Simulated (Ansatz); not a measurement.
Start from this file.

```xyz
4
Lattice="2.8570 0.0000 0.0000 0.0000 2.8570 0.0000 0.0000 0.0000 7.8196" Properties=species:S:1:pos:R:3 pbc="T T T"
Al    0.0000    0.0000    3.9098
Al    1.4285    1.4285    1.7410
Al    1.4285    1.4285    6.0786
Cu    0.0000    0.0000    0.0000
```

Work out the structure from the coordinates.

The solid is Al3Cu. Its lattice is primitive tetragonal, its space group P4/mmm (No. 123). The cell has 4 atoms, namely 3 Al, 1 Cu. The coordination, counted out to bonding distance, is Al 4 to 8 (mean 6.7) and Cu 12.

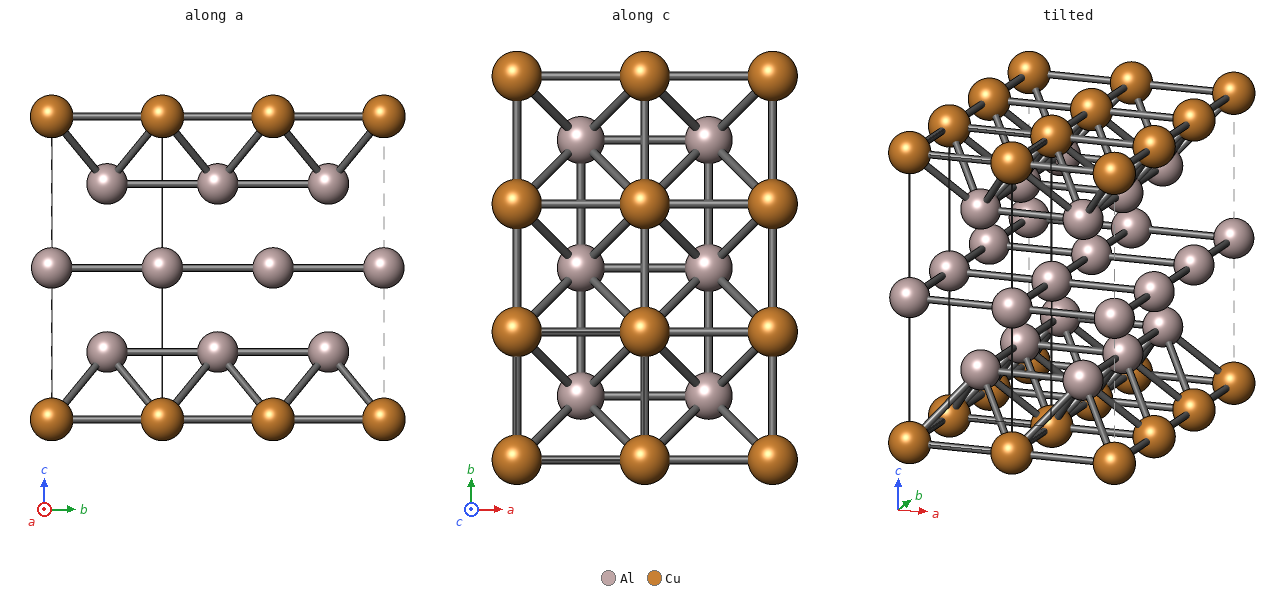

Crystal structure, ball-and-stick style, seen along the a axis, along the c axis and slightly off an axis. The picture spans 2×3×1 cells, one conventional unit cell being drawn with solid lines. Colours: aluminium light grey, copper orange.

The structure comes from a structure listed in the Materials Project. The cell was then strained or its atoms displaced on purpose. An electronic-structure calculation with Ansatz was run on it.

At this level of theory the cell isn't at rest (stretched, at -8 GPa), so its distances can differ from those at equilibrium, the more so the softer the solid.
